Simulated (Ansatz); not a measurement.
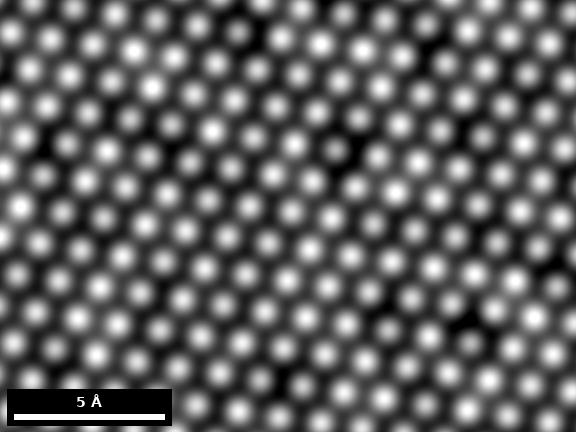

Z-contrast image of Ru (P6/mmm, No. 191). Simulation: incoherent imaging, intensity Z^1.6 per atom, probe width 0.87 Å, thin sample. The probe carries 15 % of its weight in a tail 2.5 times as wide. The speckle of an amorphous layer was added. Atomic positions: the input geometry of an electronic-structure calculation (not necessarily at equilibrium); the starting structure was generated, so it need not be a known form of this composition.

```
Ru
1.0
     4.26967    0.00000    0.00000
    -2.13484    3.69765    0.00000
     0.00000    0.00000    2.68319
Ru
3
Direct
  0.00000 0.00000 0.00000
  0.33333 0.66667 0.50000
  0.66667 0.33333 0.50000
```

Which beam direction gives this image, [310], [100], [212] or [201]? (Directions equivalent by symmetry count as one.)

[201]. The projected cells are 1.40 × 2.68 Å, 90° for [310]; 2.68 × 3.70 Å, 90° for [100]; 2.13 × 2.17 Å, 90° for [212]; 1.28 × 1.39 Å, 117° for [201], and the image repeats as the [201] one does.
